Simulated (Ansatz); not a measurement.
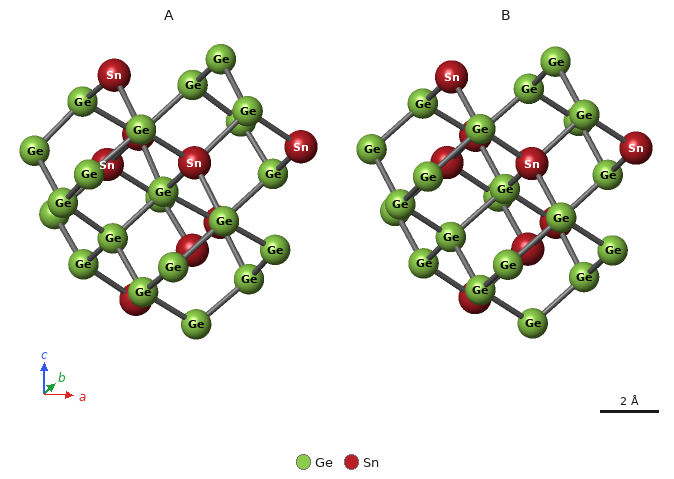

Two geometries of crystalline Ge52Sn12 (a generated structure, set up in P1), drawn at one scale. One is the start of a relaxation, the other its converged end. The picture is a ball-and-stick view of the atoms within 5.0 Å of the atom that moves most (axes of the cell of the calculation), seen slightly off an axis.

Computed with DFT, PBEsol, PAW, plane waves in Ansatz. Settings: plane-wave cutoff 420 eV; k-point mesh 1 × 1 × 1; mesh shifted by (0.25, 0.25, 0.25); no spin polarisation; cell relaxed at fixed shape; force threshold 0.03 eV/Å; at most 80 steps.

Which of the two is the end point?

Structure A is the relaxed one. After 5 geometry steps the energy has fallen by 3.286 eV per cell of the calculation. The largest force component goes from 2.1 to 0.009 eV/Å. The pressure goes from 0.96 to 0.00 GPa. The atom that moves furthest relative to the cell is a Ge atom (0.20 Å along [−2 −2 −1]). By element the largest moves are Ge 0.20 Å, Sn 0.20 Å. The drawn cell changes as follows: a = b = c 11.679 → 11.682 Å (0.0 %); the volume changes by +0.1 %. Near-neighbour distances that change, for instance: Sn–Sn 2.525 → 2.730 Å, Sn–Sn 2.545 → 2.741 Å, Sn–Sn 2.562 → 2.721 Å, Ge–Ge 2.585 → 2.473 Å. Among the angles between lasting bonds that change: Ge–Sn–Ge 110.3° → 104.2°, Ge–Ge–Sn 107.5° → 113.4°, Ge–Ge–Ge 108.4° → 113.6°. The space group stays P1 (No. 1).
